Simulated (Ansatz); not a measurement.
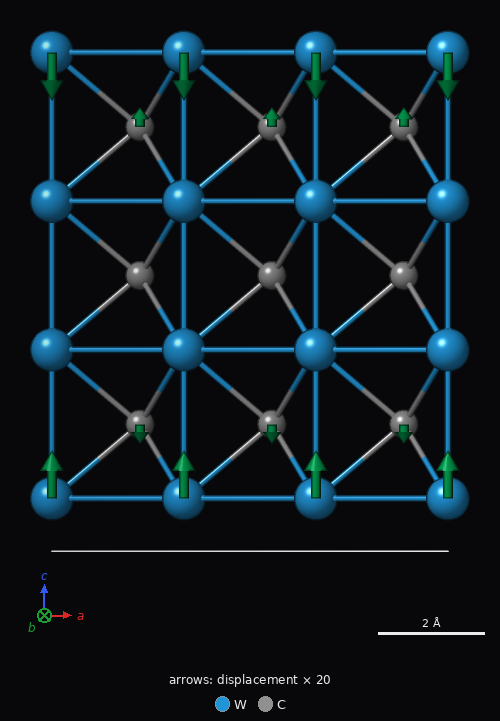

A (0 0 1) slab of WC as cut from the relaxed bulk. The green arrows show how the atoms are displaced, magnified 20 times. Style: ball-and-stick. Shown: the 3 × 3 repeat of the cell, outlined in the plane, without the vacuum, along the b axis.

Level of theory: DFT PBEsol, scalar-relativistic, plane waves, PAW in Ansatz 0.2.0. (plane-wave cutoff 420 eV; occupations gaussian; smearing width 0.1 eV; no spin polarisation) The k-mesh is chosen for each cell (12×12×12, 12×12×1).

> What was done to the structure, and with what result?

The atoms of the slab are relaxed at the bulk's in-plane cell. The slab isn't stoichiometric; relaxing it gains 0.078 J/m². The top spacing, between the W and C planes, goes from 1.41 to 1.35 Å (−4.6 %), the bottom one (W to C) from 1.41 to 1.35 Å (−4.6 %). The work function of the top face goes from 4.95 to 4.97 eV. The lattice vectors keep their values. The largest moves relative to the layer's centre, 0.046 Å, are those of W atoms. Largest moves by element: W 0.046 Å, C 0.019 Å. Among the bonded contacts that change: W–W 2.828 → 2.780 to 2.831 Å, C–W 2.191 → 2.149 to 2.202 Å.
